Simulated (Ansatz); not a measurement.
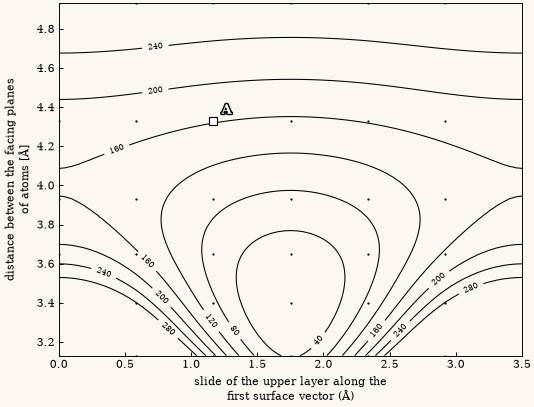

A bilayer of two Te₂Mo sheets (1H type) (6 atoms in the cell). The upper layer of a bilayer is slid along a line and lifted, both layers rigid. First axis: slide of the upper layer along the first surface vector, from Te4 above Te3. Second axis: distance between the facing planes of atoms. Grid: 6 × 6 points; 24 points were computed and 12 follow by symmetry. Points are written as (first, second). All energies are given in mJ/m² relative to the lowest grid point. Method: DFT PBE+D3(BJ), scalar-relativistic, plane waves, PAW in Ansatz. Settings: cutoff 420 eV, k-mesh 9×9×1, gaussian smearing 0.05 eV, no spin polarisation.

In the figure: contour lines labelled in mJ/m² (none above 280), dots at the grid points, the point A. Between grid points the surface is interpolated.

**Which way does the force act at A, and how strong is it?**

A, at (1.17 Å, 4.33 Å), is not a stationary point. The computed force is 22 mJ/m² for each Å towards larger values of the first coordinate and 187 mJ/m² for each Å towards smaller values of the second coordinate.

PAW datasets: the set soft_1.
